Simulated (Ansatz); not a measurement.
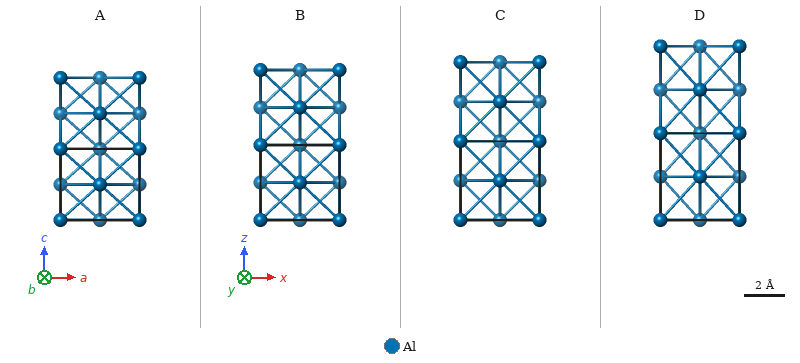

Frames of a one-coordinate scan of crystalline Al (Fm-3m). x, y and z are the Cartesian axes of the input. The picture is a ball-and-stick view of the conventional cell (4 times the calculation's cell), repeated 1 × 1 × 2 with one cell outlined, seen along the b axis. Lengths and directions refer to the drawn axes.

Level of theory: DFT PBE+D3(BJ), scalar-relativistic, plane waves, PAW (Ansatz 0.2.0). Set-up: plane-wave cutoff 420 eV; k-point mesh 26 × 26 × 26; occupations gaussian; smearing width 0.15 eV; no spin polarisation. Energies (free energies at the smearing named) are counted from the relaxed crystal.

> Which coordinate changes from frame to frame?

The cell is strained along z alone, with the atoms kept at their fractional coordinates. In the frames the strain is −0.10 (A), −0.05 (B), 0.00 (C), 0.10 (D). Their energies are 82.0 meV/atom, 19.0 meV/atom, 0.0 meV/atom, 51.1 meV/atom.
